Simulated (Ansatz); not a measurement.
Run report: Al, geometry relaxation (part 1 of 2)

- system: Al (defect cell, 15 atoms in the cell)
- method: DFT PBE, scalar-relativistic, plane waves, PAW, no spin polarisation (Ansatz 0.2.0)

The structure derives from a Materials Project entry. It belongs to a series of runs on one base structure; here: Al vacancy (site a), charge +0, atoms relaxed at the host's cell.

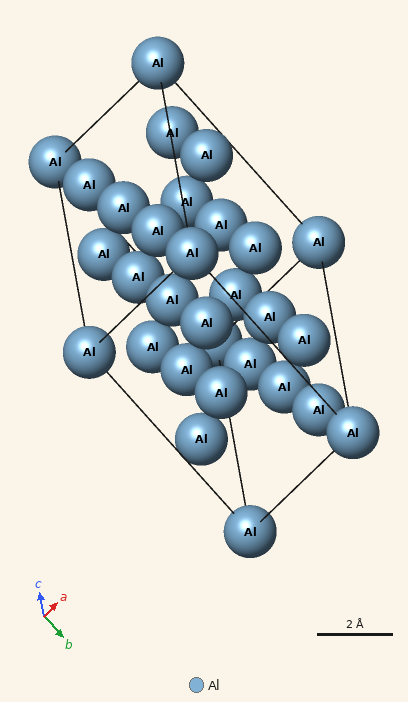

**Figure 1.** The starting structure (spheres-only view of the cell of the calculation, seen at an oblique angle).

Summary

| quantity | value |
| --- | --- |
| outcome | converged |
| electrons treated | 45 |
| free energy | −8062.0022 eV |
| Fermi energy | 7.182 eV |
| gap on the k-point mesh | none (metallic) |
| final volume | 264.07 Å³ |
| largest force (length of the vector) at the end | 0.002 eV/Å |
| hardware | 4 threads of Intel Xeon (Granite Rapids), 32 GiB of memory available, shared host |
| wall time | 4.1 s (CPU time 15 s) |
| peak memory | 0.7 GiB |

The input
```yaml
crystal:
  lattice:
    - [4.0416208963, 4.0416208963, -4.0416208963]
    - [-4.0416208963, -4.0416208963, -4.0416208963]
    - [-4.0416208963, 4.0416208963, 4.0416208963]
  atoms:
    - { symbol: Al, position: [0.5, 0.5, 0.0] }
    - { symbol: Al, position: [0.75, 0.25, 0.0] }
    - { symbol: Al, position: [0.75, 0.75, 0.5] }
    - { symbol: Al, position: [0.0, 0.75, 0.25] }
    - { symbol: Al, position: [0.25, 0.5, 0.25] }
    - { symbol: Al, position: [0.5, 0.25, 0.25] }
    - { symbol: Al, position: [0.75, 0.0, 0.25] }
    - { symbol: Al, position: [0.0, 0.0, 0.0] }
    - { symbol: Al, position: [0.5, 0.75, 0.75] }
    - { symbol: Al, position: [0.75, 0.5, 0.75] }
    - { symbol: Al, position: [0.0, 0.5, 0.5] }
    - { symbol: Al, position: [0.25, 0.25, 0.5] }
    - { symbol: Al, position: [0.5, 0.0, 0.5] }
    - { symbol: Al, position: [0.0, 0.25, 0.75] }
    - { symbol: Al, position: [0.25, 0.0, 0.75] }
basis:
  ecutwfc: 420
  xc_grid: 2
kpoints:
  mp_grid: { grid: [5, 5, 5], shift: [0.0, 0.0, 0.0] }
hamiltonian:
  xc: pbe
scf:
  occupations: { method: gaussian, width: 0.1 }
output:
  forces: true
  stress: false
  eigenvalues: true
  write_density: true
  write_potential: true
  elf: true
  volumetric_format: npy
relax:
  adjacent_minimum: "off"
  f_tol: 0.025
  max_steps: 45
```

Launched with:
```bash
ansatz run input.yaml --threads 4 --pin off --max-ram 8192MiB --backend cpu --events-out ev --progress --plain --runs-dir out
```

Output
```
Engine: ansatz 0.2.0, x86_64-unknown-linux-gnu
Pseudopotentials: kind: paw
Pseudopotential: Al, paw, valence charge 3, recommended cutoff 420 eV (normal), Al.paw.azcp
Functional definition: PBE
  parameter kappa = 0.804
  parameter beta = 0.06672455060314922
  exchange = pbe_x(kappa = kappa, mu = beta*pi^2/3)
  correlation = pbe_c(beta = beta)
Crystal: 15 atoms, lattice volume = 264.075 Å³
Basis set: ecut = 420 eV, 5233 PW (Γ), exchange–correlation on 96×96×96 points (8 copies of the dense FFT grid, shifted against one another)
Bands: 38, of which v1, the nominal top of the filled ones, is band 23 counted from 1 (22 counted from 0)
Symmetry: 48 space group operations
Space group: Im-3m (ITA 229), of the structure as read, at distance tolerance 6.4e-5 Å
k-points: 10 of 125
Non-local potential: Al, projectors of the file, l = 0: 2, l = 1: 2, l = 2: 1
PAW form: soft (Blöchl's): semilocal exchange-correlation on the pseudo side does not see the compensation charge
PAW one-centre angular grid: Al, 110 points (default); XC on 64 Gauss nodes
Initial density: superposition of atomic densities (neutral atoms: chi_scale 0, normalization atom), corrected by the library's trained network
Initial wavefunctions: pseudopotential atomic-orbital guess
Functional: x = pbe(κ = 0.804, μ = 0.2195149727645171), c = pbe(β = 0.06672455060314922)
SCF iter   1: F=—  HF=-8061.947376 eV  |F-HF|=—  |Δ(HF+E_count)|=         —  Δρ=7.62e-4  dr2=1.77e-3  ethr=1.77e-3  ⟨swp⟩=7.2  Hψ=2007  notcnv=0  defer=1
preconditioner: auto → Kerker (q_TF=auto, 2.031 Å⁻¹)  [metal: Δε(μ)=0.039 eV  Ē_g=6.603 eV  σ=0.100 eV  W_gap=0.22  n_scr=42 (ndim 8)  ℏωp=15.3 eV  f_vac=0.000  D(μ)=4.41/eV (n_scr^D=18)]
SCF iter   2: F=—  HF=-8061.948994 eV  |F-HF|=—  |Δ(HF+E_count)|=   1.62e-3  Δρ=4.84e-4  dr2=7.25e-4  ethr=3.94e-6  ⟨swp⟩=2.1  Hψ=682  notcnv=0  defer=2
SCF iter   3: F=—  HF=-8061.949872 eV  |F-HF|=—  |Δ(HF+E_count)|=   8.78e-4  Δρ=8.67e-5  dr2=6.88e-5  ethr=1.61e-6  ⟨swp⟩=2.0  Hψ=513  notcnv=0  defer=2
iter 4 did not close the SCF: its close was put off for the readings that it lacked (scf_convergence_deferred on its scf_iter line)
SCF iter   4: F=-8061.949906 eV  HF=-8061.949906 eV  |F-HF|=3.72e-7  |Δ(HF+E_count)|=   3.41e-5  Δρ=4.13e-5  dr2=1.55e-5  ethr=1.53e-7  ⟨swp⟩=2.0  Hψ=458  notcnv=0  defer=2
iter 5 did not close the SCF: its close was put off for the readings that it lacked (scf_convergence_deferred on its scf_iter line)
SCF iter   5: F=-8061.949911 eV  HF=-8061.949911 eV  |F-HF|=1.98e-8  |Δ(HF+E_count)|=   4.60e-6  Δρ=8.95e-6  dr2=3.73e-7  ethr=3.44e-8  ⟨swp⟩=2.1  Hψ=494  notcnv=0  defer=2
SCF iter   6: F=-8061.949911 eV  HF=-8061.949911 eV  |F-HF|=2.62e-9  |Δ(HF+E_count)|=   6.35e-8  Δρ=1.89e-6  dr2=1.40e-8  ethr=8.29e-10  ⟨swp⟩=13.1  Hψ=2612  notcnv=0
SCF 1 converged in 6 iterations: F = -8061.949911 eV  dr2 = 1.40e-8
  greatest PAW one-centre occupation: 0.450 electrons in one spin orbital (limit 2), on the Al atom at site 14 (counted from 0), in its partial waves of l = 0
relax step   1: F+E_penalty+E_count = -8061.94991076 eV  Δ(F+E_penalty+E_count) = +0.000e0 eV  max|allowed force component| = 1.651e-1 eV/Å  Δτ_max = 0.0000 Å  (6 SCF iters, dr2 threshold 1.56e-5 eV, accepted)
Initial density: handed on by an earlier stage of this run
Initial wavefunctions: those handed on with the density
iter 1 solved again at ethr=1.72e-4 eV; its pass at ethr=3.10e-3 eV (dr2=7.72e-2 eV) is discarded
SCF iter   1: F=—  HF=-8062.019617 eV  |F-HF|=—  |Δ(HF+E_count)|=         —  Δρ=2.60e-3  dr2=7.87e-2  ethr=1.72e-4  ⟨swp⟩=1.0  Hψ=1377  notcnv=0  defer=64
preconditioner: auto → Resta (q_TF=auto, 2.031 Å⁻¹)  ε∞=6.4  [insulator: Δε(μ)=0.158 eV  Ē_g=6.589 eV  σ=0.100 eV  W_gap=0.73  n_scr=42 (ndim 8)  ℏωp=15.3 eV  f_vac=0.000  D(μ)=2.46/eV (n_scr^D=12)  ε∞_Penn≈6.4]
SCF iter   2: F=—  HF=-8062.002676 eV  |F-HF|=—  |Δ(HF+E_count)|=   1.69e-2  Δρ=1.17e-3  dr2=1.29e-2  ethr=1.72e-4  ⟨swp⟩=2.0  Hψ=460  notcnv=0  defer=64
SCF iter   3: F=—  HF=-8061.999586 eV  |F-HF|=—  |Δ(HF+E_count)|=   3.09e-3  Δρ=2.01e-4  dr2=9.58e-5  ethr=2.86e-5  ⟨swp⟩=2.3  Hψ=484  notcnv=0  defer=64
SCF iter   4: F=—  HF=-8061.999892 eV  |F-HF|=—  |Δ(HF+E_count)|=   3.06e-4  Δρ=2.57e-5  dr2=1.71e-6  ethr=3.79e-9  ⟨swp⟩=15.4  Hψ=3330  notcnv=0
SCF iter   5: F=-8061.999892 eV  HF=-8061.999892 eV  |F-HF|=8.96e-9  |Δ(HF+E_count)|=   3.23e-8  Δρ=2.34e-6  dr2=2.42e-8  ethr=3.79e-9  ⟨swp⟩=8.1  Hψ=1920  notcnv=0
SCF 2 converged in 5 iterations: F = -8061.999892 eV  dr2 = 2.42e-8
relax step   2: F+E_penalty+E_count = -8061.99989228 eV  Δ(F+E_penalty+E_count) = -4.998e-2 eV  max|allowed force component| = 3.511e-2 eV/Å  Δτ_max = 0.0449 Å  (5 SCF iters, dr2 threshold 1.70e-6 eV, accepted)
SCF iter   1: F=—  HF=-8062.002443 eV  |F-HF|=—  |Δ(HF+E_count)|=         —  Δρ=4.58e-4  dr2=2.44e-3  ethr=5.48e-5  ⟨swp⟩=2.1  Hψ=836  notcnv=0  defer=66
preconditioner: auto → Kerker (q_TF=auto, 2.031 Å⁻¹)  [metal: Δε(μ)=0.068 eV  Ē_g=6.589 eV  σ=0.100 eV  W_gap=0.37  n_scr=42 (ndim 8)  ℏωp=15.3 eV  f_vac=0.000  D(μ)=3.47/eV (n_scr^D=12)]
SCF iter   2: F=—  HF=-8062.002031 eV  |F-HF|=—  |Δ(HF+E_count)|=   4.12e-4  Δρ=2.69e-4  dr2=8.44e-4  ethr=5.41e-6  ⟨swp⟩=1.0  Hψ=460  notcnv=0  defer=66
SCF iter   3: F=—  HF=-8062.001822 eV  |F-HF|=—  |Δ(HF+E_count)|=   2.09e-4  Δρ=2.63e-5  dr2=2.75e-6  ethr=1.88e-6  ⟨swp⟩=2.4  Hψ=490  notcnv=0  defer=66
SCF iter   4: F=—  HF=-8062.002174 eV  |F-HF|=—  |Δ(HF+E_count)|=   3.51e-4  Δρ=7.97e-6  dr2=4.72e-7  ethr=2.22e-10  ⟨swp⟩=15.4  Hψ=2923  notcnv=0
SCF iter   5: F=-8062.002174 eV  HF=-8062.002174 eV  |F-HF|=9.69e-9  |Δ(HF+E_count)|=   4.41e-9  Δρ=2.38e-6  dr2=3.83e-8  ethr=2.22e-10  ⟨swp⟩=7.9  Hψ=1831  notcnv=0
SCF 3 converged in 5 iterations: F = -8062.002174 eV  dr2 = 3.83e-8
  greatest PAW one-centre occupation: 0.450 electrons in one spin orbital (limit 2), on the Al atom at site 9 (counted from 0), in its partial waves of l = 0
relax step   3: F+E_penalty+E_count = -8062.00217357 eV  Δ(F+E_penalty+E_count) = -2.281e-3 eV  max|allowed force component| = 1.172e-3 eV/Å  Δτ_max = 0.0080 Å  (5 SCF iters, accepted)
```

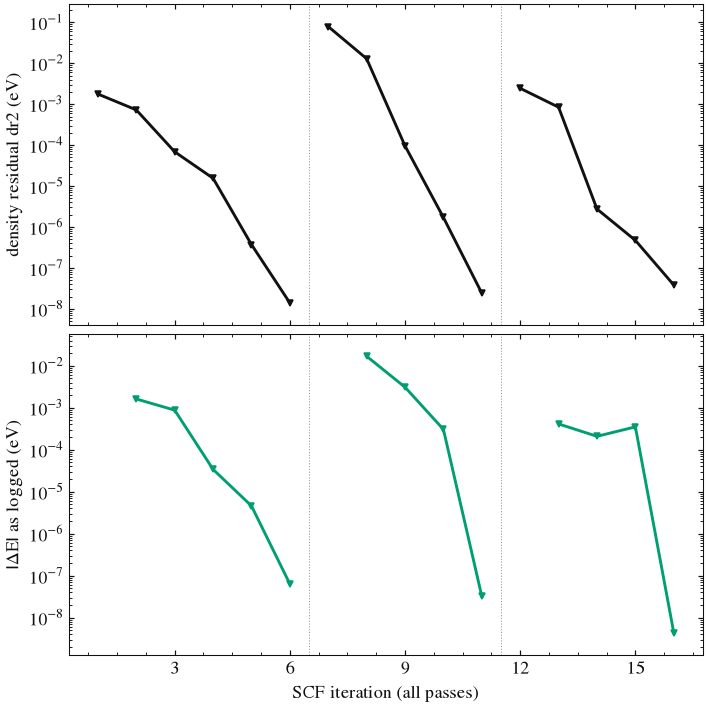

**Figure 2.** Convergence of the self-consistent field: density residual dr2 and size of the energy change against the SCF iteration. The dotted lines part the SCF passes of the relaxation: geometry steps, rejected trials and re-solves on a re-selected basis. The passes take 6, 5 and 5 iterations.

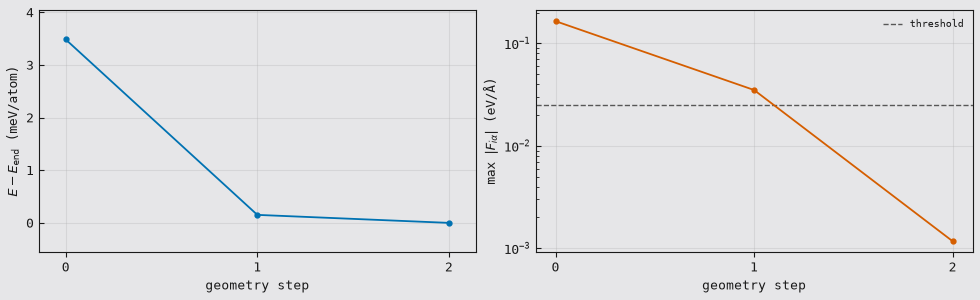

**Figure 3.** Progress of the relaxation, step by step (the first geometry is step 0 here and step 1 in the log).

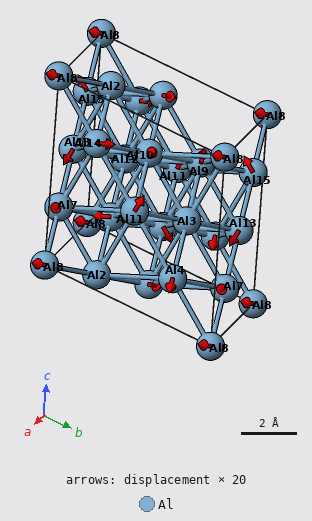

**Figure 4.** The starting structure with the displacements as red arrows, magnified 20 times (ball-and-stick view of the cell of the calculation, seen slightly off an axis). The largest moves, 0.037 Å, are those of 12 atoms (Al1, Al4, Al5, Al6 and others). The cell doesn't change. Among the contacts that change: Al10–Al13 2.858 → 2.895 Å, Al10–Al11 2.858 → 2.821 Å, Al10–Al12 2.858 → 2.895 Å. Over 2 geometry steps the energy falls by 3.5 meV per atom. The largest force component goes from 0.17 to 0.0012 eV/Å. (Atoms are counted from 1 in the order of the input.)

```
SCF converged after 5 iterations
Free energy (F): -8062.002174 eV
Harris-Foulkes:  -8062.002174 eV  (|F-HF|=9.69e-9)
Internal energy: -8061.985326 eV  (E = F + TS)
E sigma→0 (E₀):  -8061.993750 eV
Entropy (-TS):   -0.016848 eV (-1.123 meV/atom)
Fermi energy:    7.181625 eV
--- Per-component energies (eV) ---
  E_band       = 131.300715
  E_kinetic    = 333.401495
  E_local      = 100.454968  (includes V_loc(G=0)·N_el)
  E_nonlocal   = 155.215385
  E_hartree    = 12.904178
  E_xc         = -591.885796
  E_vxc        = -428.927253  (∫ρ·V_xc dr)
  E_paw        = -7009.733764  (= ΣΔE_a)
  E_vpaw       = -54.651193  (= ΣTr[D̂ρ^β])
  E_aug_tail   = -0.000033  (compensation charges beyond the density's cutoff)
  E_ewald      = -1062.341760
  E_smearing   = -0.016848  (= −TS)
  E_closure    = 0.000000  (closes the sum)
  Σ components = -8062.002174   (vs F -8062.002174, Δ=0.00e0)
```
